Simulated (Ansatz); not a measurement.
P

The calculation's input:

```
crystal:
  lattice:
    - [0.0, -9.2, 0.0]
    - [0.0, 0.0, -7.4]
    - [18.65, 0.0, 0.0]
  atoms:
    - { symbol: P, position: [0.5, 0.0, 0.1233243968], spin: 3.2 }
    - { symbol: P, position: [0.5, 0.0, 0.6166219839], spin: 3.2 }
    - { symbol: P, position: [0.0, 0.0, 0.8632707775], spin: 3.2 }
    - { symbol: P, position: [0.0, 0.0, 0.3699731903], spin: 3.2 }
    - { symbol: P, position: [0.5, 0.375, 0.8632707775], spin: 3.2 }
    - { symbol: P, position: [0.5, 0.375, 0.3699731903], spin: 3.2 }
    - { symbol: P, position: [0.0, 0.625, 0.1233243968], spin: 3.2 }
    - { symbol: P, position: [0.0, 0.625, 0.6166219839], spin: 3.2 }
basis:
  ecutwfc: 420
kpoints:
  mp_grid: { grid: [3, 4, 2] }
hamiltonian:
  xc: pbesol
scf:
  occupations: { method: gaussian, width: 0.05 }
output:
  forces: true
  stress: true
  eigenvalues: true
  populations: true
  write_density: true
  write_potential: true
  elf: true
  volumetric_format: npy
magnetization:
  spin_polarized: true
```

Run with:

```sh
ansatz run input.yaml --threads 2 --pin off --max-ram 5120MiB --backend cpu --events-out ev --progress --plain --runs-dir out
```

Below, planes, directions and counts refer to the conventional cell (a = 7.40 Å, b = 9.20 Å, c = 18.65 Å, α = 90.00°, β = 90.00°, γ = 90.00°).

Space group P2₁/m; a structure from a database of computed crystals, not necessarily the ambient phase; spin-polarised.

The calculation used Ansatz 0.2.0, DFT PBEsol, scalar-relativistic, plane waves, PAW.

The density is the valence pseudo-density of a PAW calculation; it isn't the true density close to the nuclei.

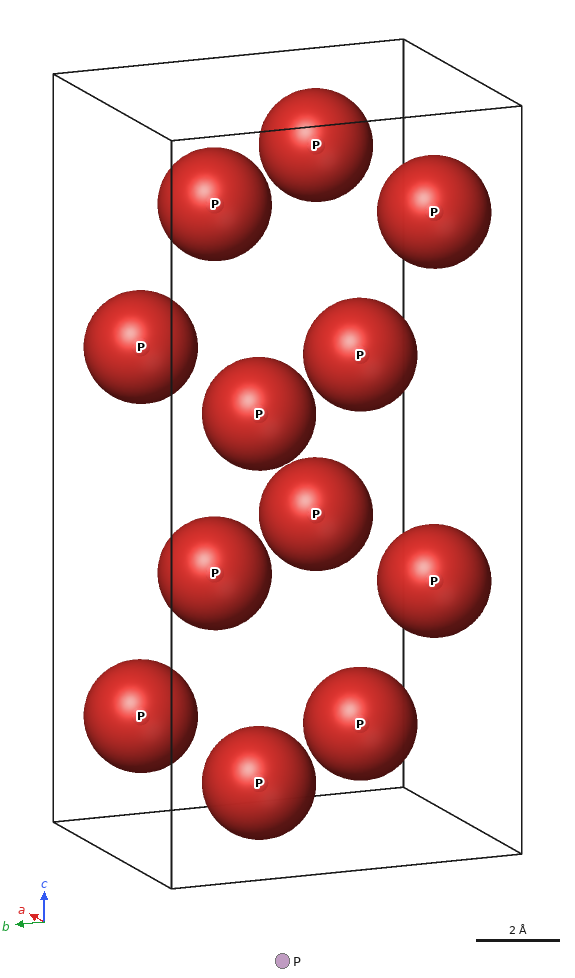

Figure 1. Isosurfaces of the spin density at +0.08 (red) and −0.08 e/Å³ (blue), seen at an oblique angle.

Where is the spin, and how is it ordered?

The spin density sits on P: +2.9 μB (×8) in one cell of 8 atoms: parallel moments (a ferromagnetic arrangement) in this solution. The cell of the calculation (8 atoms) carries 24.0 μB of net spin moment. Only one sign reaches the isovalue.

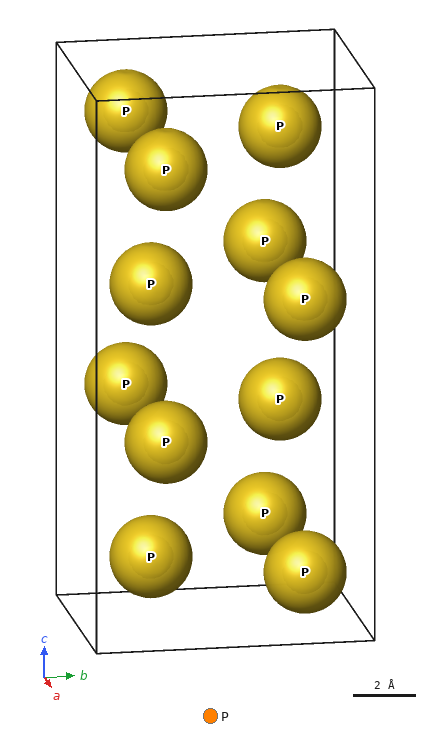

Figure 2. Isosurface of the ELF at 0.85 (yellow), seen slightly off an axis. Only the valence region is drawn (cores and ρ < 0.01 e/Å³ removed).

Describe the localisation domains.

The ELF exceeds this value in eight regions wrapped around P (the valence shell of each), counted in one cell of 8 atoms. Regions shared between cells count once.

Does the calculation make it a metal, or give it a gap?

It is gapped, with a Kohn–Sham gap of 2.2 eV on the k-point mesh (the band edges may lie off the mesh, which would make the gap smaller).
